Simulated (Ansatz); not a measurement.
Mn, as given below.

```xyz
1
Lattice="2.4095 0.0000 0.0000 0.0000 2.4095 0.0000 0.0000 0.0000 2.4095" Properties=species:S:1:pos:R:3 pbc="T T T"
Mn    0.0000    0.0000    0.0000
```

It is based on the input geometry of an electronic-structure calculation (not necessarily at equilibrium); the starting structure was generated, so it need not be a known form of this composition.

### Predict the first 5 clear peaks of the neutron G(r) with σ = 0.12 Å, and name the atom pairs.

1. 2.40 Å: Mn–Mn at 2.41 Å
2. 3.41 Å: Mn–Mn at 3.41 Å
3. 4.17 Å: Mn–Mn at 4.17 Å
4. 4.82 Å: Mn–Mn at 4.82 Å
5. 5.39 Å: Mn–Mn at 5.39 Å

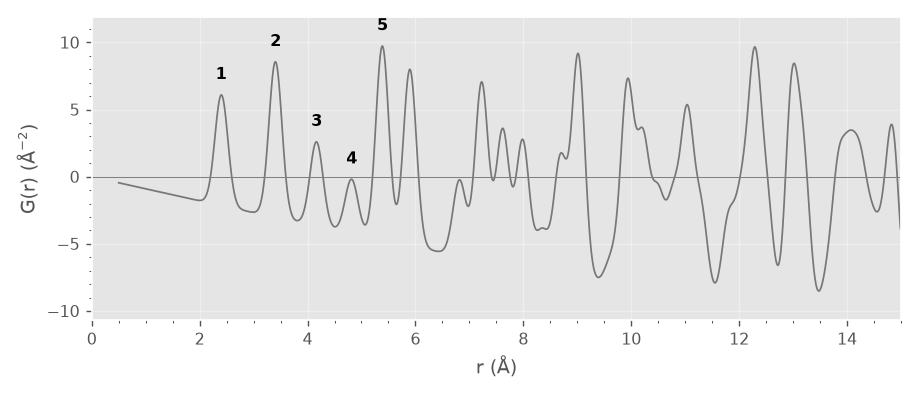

Simulated neutron pair distribution function, G(r) = R(r)/r − 4πρ₀r, summed over the atomic distances of the structure with each pair weighted by the product of the tabulated coherent neutron scattering lengths (natural isotope mix where the element has one); every distance is a Gaussian of σ = 0.12 Å, damped by exp(−(Q_damp r)²/2) with Q_damp = 0.040 Å⁻¹. There is no Q-range truncation.
